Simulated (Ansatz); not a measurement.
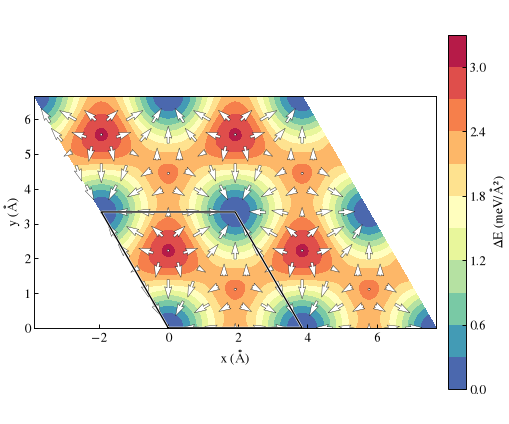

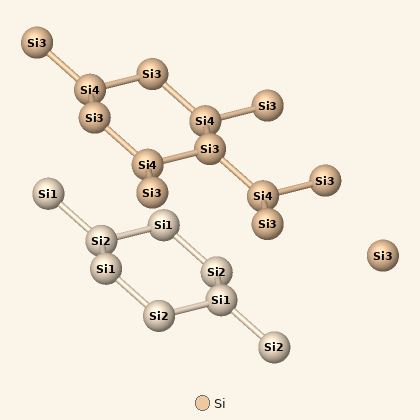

Energy landscape of a bilayer of two Si sheets of the honeycomb type (4 atoms in the cell). 
- The upper layer of a bilayer is slid over the lower one; relaxed at each slide: nothing; the origin of the map has Si4 above Si1; the distance between the facing planes is held at 4.20 Å.
- Places are given modulo a cell vector. The map is drawn in real space over the plane of the slide.
- The grid has 6 × 6 points; 10 points were computed and 26 follow by symmetry.
- All energies are given in meV/Å² relative to the lowest grid point.
- At a held distance the lowest stacking need not be the one that binds best once the distance relaxes.
- Level of theory: Ansatz 0.2.0, DFT PBE+D3(BJ), scalar-relativistic, plane waves, PAW. Settings: cutoff 420 eV, k-mesh 9×9×1, gaussian smearing 0.1 eV, no spin polarisation.

Drawn: filled contours, arrows along the force (downhill), their lengths compressed, the outline of one cell of the 2 × 2 shown. Between grid points the surface is interpolated. The second picture is the structure at the lowest point; the lower layer is drawn fainter.

Q: Describe this landscape.

A: The lowest grid point is at (0/6, 0/6) of the cell vectors. No other kind of well shows on this grid. The highest grid point, (2/6, 4/6) of the cell vectors, lies 3.04 meV/Å² above the lowest. On the interpolated surface the easiest way out of the lowest well to its copy in the next cell or period passes a barrier of about 2.2 meV/Å². Facing atoms of the upper layer at the lowest point: Si above Si; at the highest: Si above Si of a deeper plane.

Each point was launched as `ansatz run input.yaml --threads 1 --pin off --max-ram 3072MiB --backend cpu --events-out ev --progress --plain --runs-dir out`. Time for the 10 points that were run: 47 s on 1 thread of Intel(R) Xeon(R) 6975P-C (Granite Rapids) (shared host).

PAW datasets: the set soft_1.
